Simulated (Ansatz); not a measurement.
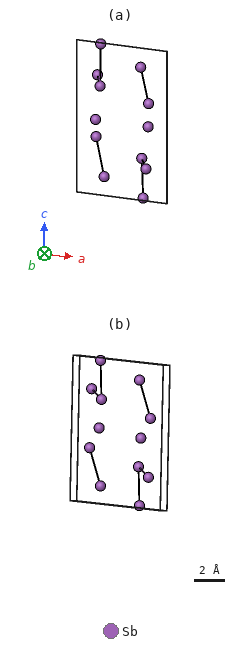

The structure of a crystal of Sb (a generated structure, set up in P1) (coarse preliminary run) before (top) and after (bottom) a relaxation, at one scale.

Style: ball-and-stick. Shown: the cell of the calculation, along the b axis.

Level of theory: Ansatz, DFT PBE, scalar-relativistic, plane waves, PAW.

Input file:
```yaml
crystal:
  lattice:
    - [-5.627119769, -3.1886668805, -1.9273394259]
    - [0.0126644308, 6.363147969, -1.9402496562]
    - [5.8177735248, -3.2763676069, -8.1133768653]
  atoms:
    - { symbol: Sb, position: [0.7086610989, 0.1590509203, 0.8740266374] }
    - { symbol: Sb, position: [0.2141153521, 0.6746352265, 0.3801357054] }
    - { symbol: Sb, position: [0.2297454357, 0.9297920828, 0.7873674511] }
    - { symbol: Sb, position: [0.7202189572, 0.4239283786, 0.2761452802] }
    - { symbol: Sb, position: [0.2088543731, 0.0576205327, 0.4920471542] }
    - { symbol: Sb, position: [0.7359451067, 0.562979291, 0.0165374072] }
    - { symbol: Sb, position: [0.7961577636, 0.3284420932, 0.6415312421] }
    - { symbol: Sb, position: [0.3040862253, 0.8659864328, 0.1238341869] }
    - { symbol: Sb, position: [0.2592027709, 0.5343481631, 0.7156088542] }
    - { symbol: Sb, position: [0.7662413576, 0.0374418213, 0.2108190469] }
    - { symbol: Sb, position: [0.2659844143, 0.4558040389, 0.9927752908] }
    - { symbol: Sb, position: [0.7907871447, 0.9699710188, 0.4891717437] }
basis:
  ecutwfc: 420
kpoints:
  mp_grid: { grid: [2, 2, 2] }
hamiltonian:
  xc: pbe
scf:
  occupations: { method: gaussian, width: 0.1 }
  lower_state_search: "off"
output:
  forces: true
  stress: true
  eigenvalues: true
relax:
  adjacent_minimum: "off"
  f_tol: 0.025
  max_steps: 60
  cell: { stress_tol: 0.25 }
```

Launched with:
```bash
ansatz run input.yaml --threads 1 --pin off --max-ram 2560MiB --backend cpu --events-out ev --progress --plain --runs-dir out
```

> What changed between the two?

The energy falls by 108 meV per atom in 8 accepted moves (10 points after the start). The largest force component goes from 1.8 to 0.015 eV/Å. The pressure goes from 0.61 to 0.00 GPa. The line search rejected the trial step at point 4 of the run. The SCF was repeated once at an unchanged geometry on a basis and grid sized afresh for the cell, which shifted the energy by 0.3 meV per atom at most. Sb12 moves most relative to the cell: 0.36 Å roughly along [−1 −2 0]. The drawn cell changes as follows: a 6.749 → 6.927 Å (+2.6 %), b 6.652 → 6.834 Å (+2.7 %), c 10.508 → 10.050 Å (−4.4 %), β 95.4° → 92.8°, γ 111.7° → 119.4°; the volume changes by −5.1 %. Among the contacts that change: Sb3–Sb5 3.280 → 2.914 Å, Sb2–Sb4 3.166 → 2.907 Å, Sb5–Sb12 2.658 → 2.891 Å, Sb2–Sb5 2.742 → 2.947 Å. Bond angles that change, for instance: Sb7–Sb12–Sb10 111.3° → 94.9°, Sb2–Sb5–Sb12 102.7° → 89.8°, Sb2–Sb4–Sb10 93.7° → 81.6°. The space group (tolerance 0.01 Å) goes from P1 (No. 1) to P-1 (No. 2). The run took 8.4 min on 1 thread of Arm Neoverse N1, with other jobs on the host, peak memory 0.77 GiB.
